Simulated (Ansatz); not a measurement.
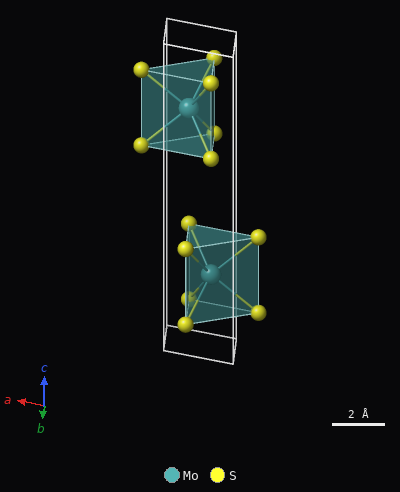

Figure 1. The structure as given in the input (polyhedral view of the cell of the calculation, seen at an oblique angle; polyhedra are completed across the faces of the cell).

# MoS2: band-structure calculation

The run: band-structure calculation of MoS2 (P6₃/mmc, 6 atoms in the cell). Method and program: DFT, r2SCAN with spin-orbit coupling, plane waves, PAW (Ansatz 0.2.0).

The structure was built on a prototype by a generator. The geometry comes from this level: r2scan-rvv10 (a point of a series of strains). It belongs to a series of runs on one base structure; here: hydrostatic strain +1.0%.

**Input**
```yaml
crystal:
  lattice:
    - [3.2047501286, 0.0, 0.0]
    - [-1.6023750643, 2.7753950241, 0.0]
    - [0.0, 0.0, 12.5602549188]
  atoms:
    - { symbol: Mo, position: [0.3333333333, 0.6666666667, 0.25] }
    - { symbol: Mo, position: [0.6666666667, 0.3333333333, 0.75] }
    - { symbol: S, position: [0.6666666667, 0.3333333333, 0.3731514361] }
    - { symbol: S, position: [0.6666666667, 0.3333333333, 0.1268485639] }
    - { symbol: S, position: [0.3333333333, 0.6666666667, 0.8731514361] }
    - { symbol: S, position: [0.3333333333, 0.6666666667, 0.6268485639] }
kpoints:
  mp_grid: { grid: [12, 12, 2] }
  band_path:
    path:
      - [0.0, 0.0, 0.0]
      - [0.5, 0.0, 0.0]
      - [0.3333333333, 0.3333333333, 0.0]
      - [0.0, 0.0, 0.5]
      - [0.5, 0.0, 0.5]
      - [0.3333333333, 0.3333333333, 0.5]
    npoints: 1
hamiltonian:
  xc: r2scan
scf:
  occupations: { method: fermi_dirac, width: 0.02 }
  n_extra_bands: 10
magnetization:
  noncollinear: true
  spin_orbit: true
output:
  forces: true
  stress: true
  eigenvalues: true
  write_density: true
  write_potential: true
  elf: true
  volumetric_format: npy
```

Hardware: 1 × NVIDIA H100 80GB HBM3, 2 threads of AMD EPYC (Zen 3), 144 GiB of memory available, shared host.

**What the program printed**
```
scf.n_extra_bands = 10 over 52 filled bands (N_el = 52.0): the run solves 62 bands
Engine: ansatz 0.2.0, x86_64-unknown-linux-gnu
Pseudopotentials: kind: paw_fr
Pseudopotential: Mo, paw_fr, valence charge 14, recommended cutoff 500 eV (meta_gga), Mo.paw.azcp#standard-fr
Pseudopotential: S, paw_fr, valence charge 6, recommended cutoff 500 eV (meta_gga), S.paw.azcp#standard-fr
Functional definition: r2SCAN
  parameter k0 = 0.174
  parameter k1 = 0.065
  parameter a1 = 4.9479
  exchange = r2scan_x(k0 = k0, k1 = k1, a1 = a1)
  correlation = r2scan_c
non-collinear run that drives no moment, with spin-orbit: no starting moment large enough to seed its density (crystal.atoms[].spin), no starting occupations that ask for one, no magnetisation constraint and no magnetic field, so the semilocal B_xc is pinned to zero
Crystal: 6 atoms, lattice volume = 111.717 Å³
Basis set: ecut = 500 eV, 2835 PW (Γ), exchange–correlation on 96×96×384 points (64 copies of the dense FFT grid, shifted against one another)
Bands: 62, of which v1, the nominal top of the filled ones, is band 52 counted from 1 (51 counted from 0)
Symmetry: 24 space group operations + 24 with time reversal
Magnetic group: BNS 194.264 (UNI 1494), of the structure as read, at distance tolerance 4.8e-5 Å
k-points: 38 of 288
Projection manifold: j_resolved (fully-relativistic pseudo-atomic orbitals)
Non-local potential: Mo, projectors of the file, l = 0: 3, l = 1: 4, l = 2: 4, l = 3: 2
Non-local potential: S, projectors of the file, l = 0: 2, l = 1: 4, l = 2: 4
PAW form: soft (Blöchl's): semilocal exchange-correlation on the pseudo side does not see the compensation charge
PAW frozen core: Mo, regenerated for the run's functional (the file was generated under x = pbe(κ = 0.804, μ = 0.2195149727645171), c = pbe(β = 0.06672455060314922))
PAW frozen core: S, regenerated for the run's functional (the file was generated under x = pbe(κ = 0.804, μ = 0.2195149727645171), c = pbe(β = 0.06672455060314922))
PAW one-centre angular grid: Mo, 590 points (default); XC on 224 Gauss nodes
PAW one-centre angular grid: S, 302 points (default); XC on 160 Gauss nodes
Initial density: superposition of atomic densities (chi_scale 0.1, normalization cell, long waves kept (reshape's long-wave potential 0.08 eV rms))
Initial wavefunctions: pseudopotential atomic-orbital guess
Functional: x = r2scan, c = r2scan; τ floored in thin density (d = 2e-4 eV/Å³)
SCF iter   1: F=—  HF=-13552.737295 eV  |F-HF|=—  |Δ(HF+E_count)|=         —  Δρ=6.26e-2  dr2=5.39e0  dr2_τ=8.25e-2  dr2_m=0.00e0 (ungated)  ethr=3.10e-3  |M|=0.00e0 ∫|m|=0.00e0 μB  |m|>n=0.0e0 m-floor=0.0e0 τ_xc=0.0e0  β_m=0.30  ⟨swp⟩=6.2  Hψ=5286  notcnv=0
preconditioner: auto → Resta (q_TF=auto, 2.402 Å⁻¹)  ε∞=7.3  [insulator: Δε(μ)=0.783 eV  Ē_g=8.411 eV  σ=0.020 eV  W_gap=1.00  n_scr=26 (ndim 8)  ℏωp=21.1 eV  f_vac=0.006  D(μ)=0.00/eV (n_scr^D=0)  ε∞_Penn≈7.3]
spin=Noncollinear: Resta preconditioning applied to the charge; magnetization (m_x, m_y, m_z) channels mix plain (no charge-response kernel on spin).
SCF iter   2: F=—  HF=-13552.018448 eV  |F-HF|=—  |Δ(HF+E_count)|=   7.19e-1  Δρ=3.75e-2  dr2=1.92e0  dr2_τ=2.18e-2  dr2_m=0.00e0 (ungated)  ethr=3.10e-3  |M|=0.00e0 ∫|m|=0.00e0 μB  |m|>n=0.0e0 m-floor=0.0e0 τ_xc=0.0e0  β_m=0.47  ⟨swp⟩=2.3  Hψ=2126  notcnv=0  defer=108
SCF iter   3: F=—  HF=-13551.678217 eV  |F-HF|=—  |Δ(HF+E_count)|=   3.40e-1  Δρ=1.48e-2  dr2=3.86e-1  dr2_τ=1.96e-3  dr2_m=0.00e0 (ungated)  ethr=3.10e-3  |M|=0.00e0 ∫|m|=0.00e0 μB  |m|>n=0.0e0 m-floor=0.0e0 τ_xc=0.0e0  β_m=0.70  ⟨swp⟩=2.2  Hψ=1867  notcnv=0  defer=108
SCF iter   4: F=—  HF=-13551.654242 eV  |F-HF|=—  |Δ(HF+E_count)|=   2.40e-2  Δρ=3.44e-3  dr2=1.67e-2  dr2_τ=1.01e-4  dr2_m=0.00e0 (ungated)  ethr=7.42e-4  |M|=0.00e0 ∫|m|=0.00e0 μB  |m|>n=0.0e0 m-floor=0.0e0 τ_xc=0.0e0  β_m=0.85  ⟨swp⟩=2.7  Hψ=1980  notcnv=0  defer=102
SCF iter   5: F=—  HF=-13551.656943 eV  |F-HF|=—  |Δ(HF+E_count)|=   2.70e-3  Δρ=1.81e-3  dr2=8.02e-3  dr2_τ=1.18e-4  dr2_m=0.00e0 (ungated)  ethr=3.21e-5  |M|=0.00e0 ∫|m|=0.00e0 μB  |m|>n=0.0e0 m-floor=0.0e0 τ_xc=0.0e0  β_m=0.92  ⟨swp⟩=2.2  Hψ=2303  notcnv=0  defer=102
SCF iter   6: F=—  HF=-13551.656104 eV  |F-HF|=—  |Δ(HF+E_count)|=   8.38e-4  Δρ=2.30e-4  dr2=9.70e-5  dr2_τ=1.53e-6  dr2_m=0.00e0 (ungated)  ethr=1.54e-5  |M|=0.00e0 ∫|m|=0.00e0 μB  |m|>n=0.0e0 m-floor=0.0e0 τ_xc=0.0e0  β_m=0.96  ⟨swp⟩=2.0  Hψ=1716  notcnv=0  defer=102
SCF iter   7: F=—  HF=-13551.656202 eV  |F-HF|=—  |Δ(HF+E_count)|=   9.82e-5  Δρ=5.94e-5  dr2=5.00e-6  dr2_τ=4.74e-8  dr2_m=0.00e0 (ungated)  ethr=1.86e-7  |M|=0.00e0 ∫|m|=0.00e0 μB  |m|>n=0.0e0 m-floor=0.0e0 τ_xc=0.0e0  β_m=0.98  ⟨swp⟩=2.0  Hψ=1696  notcnv=0  defer=102
SCF iter   8: F=—  HF=-13551.656206 eV  |F-HF|=—  |Δ(HF+E_count)|=   3.21e-6  Δρ=9.49e-6  dr2=1.14e-7  dr2_τ=1.38e-9  dr2_m=0.00e0 (ungated)  ethr=9.61e-9  |M|=0.00e0 ∫|m|=0.00e0 μB  |m|>n=0.0e0 m-floor=0.0e0 τ_xc=0.0e0  β_m=0.99  ⟨swp⟩=2.1  Hψ=1803  notcnv=0  defer=102
SCF iter   9: F=-13551.656206 eV  HF=-13551.656206 eV  |F-HF|=9.13e-10  |Δ(HF+E_count)|=   1.07e-7  Δρ=1.45e-6  dr2=2.51e-9  dr2_τ=7.84e-11  dr2_m=0.00e0 (ungated)  ethr=1.92e-10  |M|=0.00e0 ∫|m|=0.00e0 μB  |m|>n=0.0e0 m-floor=0.0e0 τ_xc=0.0e0  ⟨swp⟩=17.3  Hψ=12821  notcnv=0
SCF 1 converged in 9 iterations: F = -13551.656206 eV  dr2 = 2.51e-9
  greatest PAW one-centre occupation: 0.996 electrons in one spin orbital (limit 2), on the Mo atom at site 1 (counted from 0), in its partial waves of l = 0
```

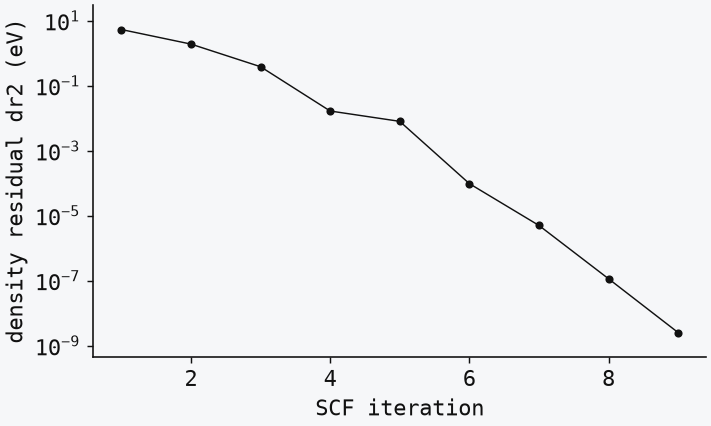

Figure 2. Convergence of the self-consistent field: density residual dr2 against the SCF iteration. The residual falls at every step.

```
NSCF: frozen V_eff on 6 k-points
SCF converged after 9 iterations
Magnetization: |M| = 0.0000 μB,  M = (+0.0000, +0.0000, +0.0000) μB
Absolute magnetization: 0.0000 μB (∫|m|)
  site 0: m = (+0.0000, +0.0000, +0.0000) μB, |m| = 0.0000 μB  (R = 0.99 Å)
  site 1: m = (+0.0000, +0.0000, +0.0000) μB, |m| = 0.0000 μB  (R = 0.99 Å)
  site 2: m = (+0.0000, +0.0000, +0.0000) μB, |m| = 0.0000 μB  (R = 0.99 Å)
  site 3: m = (+0.0000, +0.0000, +0.0000) μB, |m| = 0.0000 μB  (R = 0.99 Å)
  site 4: m = (+0.0000, +0.0000, +0.0000) μB, |m| = 0.0000 μB  (R = 0.99 Å)
  site 5: m = (+0.0000, +0.0000, +0.0000) μB, |m| = 0.0000 μB  (R = 0.99 Å)
Free energy (F): -13551.656206 eV
Harris-Foulkes:  -13551.656206 eV  (|F-HF|=9.13e-10)
Internal energy: -13551.656206 eV  (E = F + TS)
E sigma→0 (E₀):  -13551.656206 eV
Fermi energy:    10.601683 eV
--- Per-component energies (eV) ---
  E_band       = -384.978034
  E_kinetic    = 1307.168503
  E_local      = -4129.324184  (includes V_loc(G=0)·N_el)
  E_nonlocal   = 396.012463
  E_hartree    = 1594.165964
  E_xc         = -724.383921
  E_vxc        = -890.765238  (∫ρ·V_xc dr)
  E_paw        = -8858.433577  (= ΣΔE_a)
  E_vpaw       = -307.856242  (= ΣTr[D̂ρ^β])
  E_aug_tail   = 0.000014  (compensation charges beyond the density's cutoff)
  E_vtau       = 51.453681  (kinetic-family band-sum trace: ∫τ·v_τ [+ j·A + Jᵃ·Aᵃ] dr)
  E_ewald      = -3135.980789
  E_core_change = -0.880678  (= ΣΔE_core)
  E_smearing   = -0.000000  (= −TS)
  E_closure    = 0.000000  (closes the sum)
  Σ components = -13551.656206   (vs F -13551.656206, Δ=0.00e0)
--- Forces (eV/Å), atoms counted from 1 ---
  atom   1  Mo     0.00000000    -0.00000000     0.00000000
  atom   2  Mo     0.00000000     0.00000000     0.00000000
  atom   3  S      0.00000000    -0.00000000    -0.04835666
  atom   4  S      0.00000000    -0.00000000     0.04835666
  atom   5  S     -0.00000000     0.00000000    -0.04835666
  atom   6  S     -0.00000000     0.00000000     0.04835666
  max |Σ_I F_I| component: 3.47e-18 eV/Å
--- Stress (GPa, compression-positive) ---
       -1.693666       0.000000       0.000000
        0.000000      -1.693666       0.000000
        0.000000       0.000000       0.466012
  P = ⅓ Tr σ = -0.9738 GPa (-9.738 kbar)
--- Band table (eV; the first three rows and the last of 38) ---
  k-point 0: bands = ["-53.3962", "-53.3962", "-53.3962", "-53.3962", "-28.3656", "-28.3656", "-28.3656", "-28.3656", "-25.9563", "-25.9563", "-25.9563", "-25.9563", "-25.8233", "-25.8233", "-25.8233", "-25.8233", "-5.4087", "-5.4087", "-5.2118", "-5.2118", "-4.0672", "-4.0672", "-3.7334", "-3.7334", "3.1803", "3.1803", "4.0600", "4.0600", "6.5504", "6.5504", "6.5606", "6.5606", "6.6042", "6.6042", "6.6229", "6.6229", "6.7677", "6.7677", "7.6722", "7.6722", "7.7086", "7.7086", "7.7554", "7.7554", "7.7909", "7.7909", "8.7696", "8.7696", "9.1589", "9.1589", "10.1637", "10.1637", "12.2628", "12.2628", "12.2830", "12.2830", "12.3392", "12.3392", "12.3626", "12.3626", "12.5252", "12.5252"]
  k-point 1: bands = ["-53.3962", "-53.3962", "-53.3962", "-53.3962", "-28.3656", "-28.3656", "-28.3656", "-28.3656", "-25.9563", "-25.9563", "-25.9563", "-25.9563", "-25.8234", "-25.8234", "-25.8234", "-25.8234", "-5.3204", "-5.3204", "-5.3204", "-5.3204", "-3.8917", "-3.8917", "-3.8917", "-3.8917", "3.5615", "3.5615", "3.5615", "3.5615", "6.5554", "6.5554", "6.5554", "6.5554", "6.6167", "6.6167", "6.6167", "6.6167", "7.5903", "7.5903", "7.5903", "7.5903", "7.6967", "7.6967", "7.6967", "7.6967", "7.7731", "7.7731", "7.7731", "7.7731", "9.8892", "9.8892", "9.8892", "9.8892", "12.2694", "12.2694", "12.2694", "12.2694", "12.3465", "12.3465", "12.3465", "12.3465", "12.5929", "12.5929"]
  k-point 2: bands = ["-53.3936", "-53.3936", "-53.3936", "-53.3936", "-28.3725", "-28.3725", "-28.3725", "-28.3725", "-25.9591", "-25.9591", "-25.9591", "-25.9591", "-25.8399", "-25.8399", "-25.8399", "-25.8399", "-5.3043", "-5.3043", "-5.1087", "-5.1087", "-4.0220", "-4.0220", "-3.6985", "-3.6985", "3.2984", "3.2984", "4.1744", "4.1744", "6.3507", "6.3507", "6.3678", "6.3678", "6.4841", "6.4841", "6.6904", "6.6904", "6.7048", "6.7048", "7.3325", "7.3325", "7.5542", "7.5542", "7.5848", "7.5848", "7.9044", "7.9044", "8.9202", "8.9202", "9.1505", "9.1505", "9.9635", "9.9635", "12.1898", "12.1898", "12.2319", "12.2319", "12.3336", "12.3336", "12.3862", "12.3862", "12.4356", "12.4356"]
  k-point 37: bands = ["-53.3537", "-53.3537", "-53.3537", "-53.3537", "-28.5008", "-28.5008", "-28.4757", "-28.4757", "-26.1273", "-26.1273", "-26.0765", "-26.0765", "-25.9938", "-25.9938", "-25.9779", "-25.9779", "-3.2116", "-3.2116", "-3.1482", "-3.1482", "-3.0546", "-3.0546", "-3.0508", "-3.0508", "3.8344", "3.8344", "3.8409", "3.8409", "4.6422", "4.6422", "4.6772", "4.6772", "5.2031", "5.2031", "5.2622", "5.2622", "5.5717", "5.5717", "5.5914", "5.5914", "6.5350", "6.5350", "6.5800", "6.5800", "7.1930", "7.1930", "7.2165", "7.2165", "9.3057", "9.3057", "9.4578", "9.4578", "11.0800", "11.0800", "11.0832", "11.0832", "12.6838", "12.6838", "12.7136", "12.7136", "13.0617", "13.0617"]
```

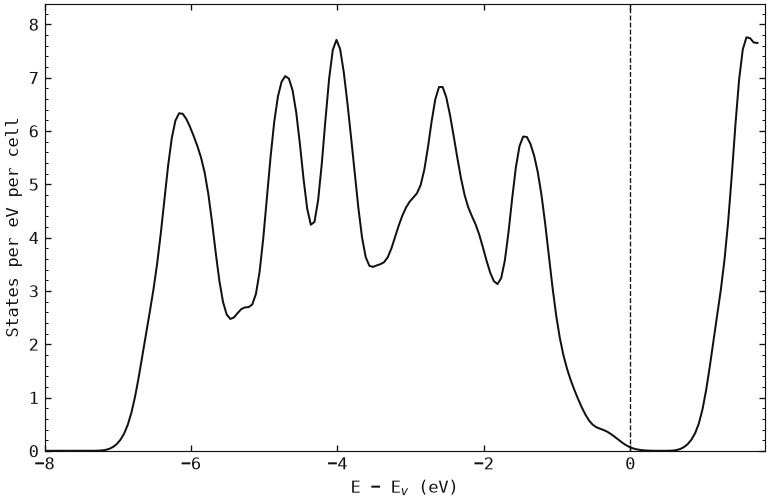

Figure 3. Density of states (the curve is built from the levels of the k mesh with Gaussians 0.3 eV wide, which also blur the band edges), with energies from the valence-band top. There is a gap of 0.92 eV on the k-point mesh. The curves stop near 1.3 eV above the Fermi level, where the computed bands end. Small ripples come from the finite k-point mesh.

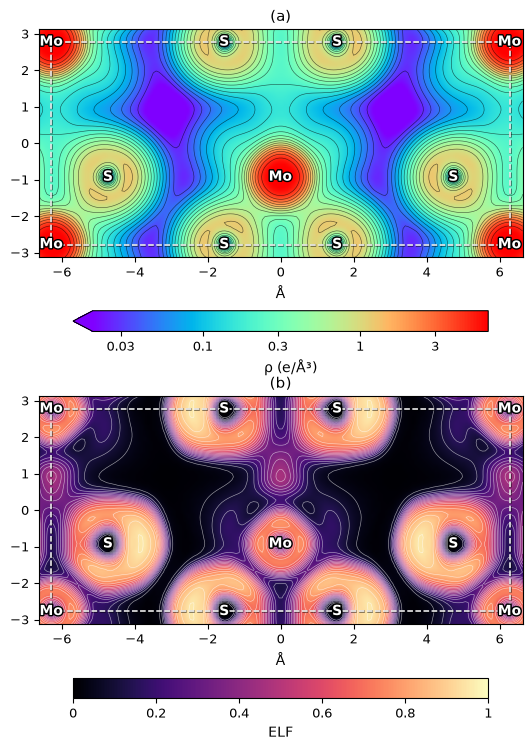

Figure 4. (a) valence charge density (pseudo); (b) ELF on the (110) plane of the conventional cell. The section cuts through Mo and S sites. Mo–S (2.41 Å): ρ at the midpoint is about 0.61 e/Å³; the ELF is about 0.45 at the midpoint. Away from the nuclei the density in this plane falls to 0.01 e/Å³ at its lowest. The strong features right at Mo lie inside the PAW spheres (semicore, d or f shells) and say nothing about bonding. Core electrons are frozen (PAW), so the fields are smoothed inside the atomic spheres.

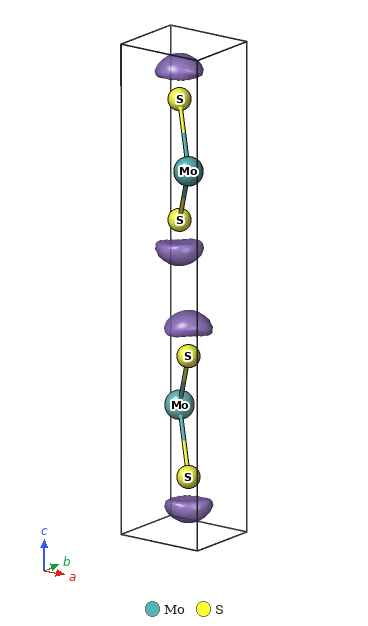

Figure 5. Isosurface of the electron localisation function at 0.9 (purple), seen slightly off an axis. Only the valence region is drawn (cores and ρ < 0.01 e/Å³ removed). Sticks mark near contacts. The outline is the cell set on symmetry axes. Profiles from the grid: Mo–S (2.41 Å): the ELF is about 0.45 at the midpoint.

**Key numbers**

- outcome: converged
- space group (tolerance 0.01 Å): P6₃/mmc (194)
- electrons treated: 52
- free energy: −13551.6562 eV
- Fermi energy: 10.602 eV
- gap on the k-point mesh: 0.92 eV
- net moment of the cell: 0.00 μB
- integrated absolute moment: 0.00 μB
- pressure: −0.97 GPa
- largest force (length of the vector): 0.048 eV/Å
- wall time: 8.1 s (CPU time 12 s)
- peak memory: 1.6 GiB
